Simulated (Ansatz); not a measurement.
SnSe2

Input

```
crystal:
  lattice:
    - [3.8717468171, 0.0, 0.0]
    - [-1.9358734086, 3.3530311007, 0.0]
    - [0.0, 0.0, 6.9880221146]
  atoms:
    - { symbol: Sn, position: [0.0, 0.0, 0.0] }
    - { symbol: Se, position: [0.331815786, 0.6636315719, 0.2271106275] }
    - { symbol: Se, position: [0.6651491193, 0.3302982386, 0.7708120081] }
basis:
  ecutwfc: 420
kpoints:
  mp_grid: { grid: [12, 12, 4] }
hamiltonian:
  xc: pbe
scf:
  occupations: { method: gaussian, width: 0.05 }
output:
  forces: true
  stress: true
  eigenvalues: true
  write_density: true
  write_potential: true
  elf: true
  volumetric_format: npy
```

Launched as:

```sh
ansatz run input.yaml --threads 1 --pin off --max-ram 2560MiB --backend cpu --events-out ev --progress --plain --runs-dir out
```

Below, planes, directions and counts refer to the conventional cell (a = 6.71 Å, b = 3.87 Å, c = 6.99 Å, α = 90.00°, β = 90.00°, γ = 90.00°).

Space group Cm; changed on purpose from its base cell (all Se atoms moved +0.013 Å, as atom 2 towards its neighbour atom 1 (Sn) at 2.746 A).

The calculation used DFT PBE, scalar-relativistic, plane waves, PAW in Ansatz 0.2.0.

What will maps of the valence pseudo-density and electron localisation function show?

Sn–Se (2.73 Å): ρ is about 0.38 e/Å³ halfway; the ELF is about 0.60 at the midpoint.

Does the calculation give a band gap?

It is gapped, with a Kohn–Sham gap of 0.70 eV on the k-point mesh, an upper bound to the gap of this method.

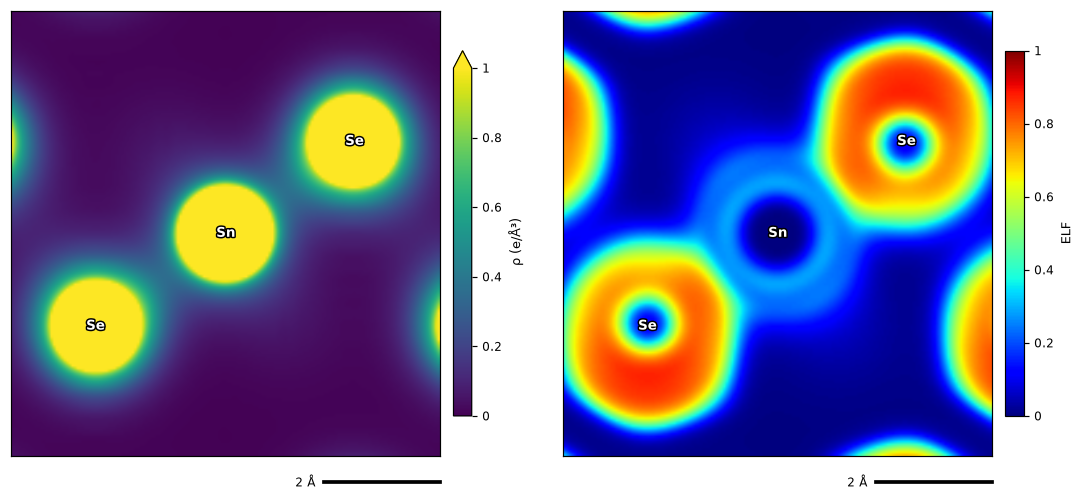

Computed valence pseudo-density and electron localisation function on the (010) plane of the conventional cell, in this order. 

Core electrons are frozen (PAW), and the valence fields are smoothed inside the atomic spheres.
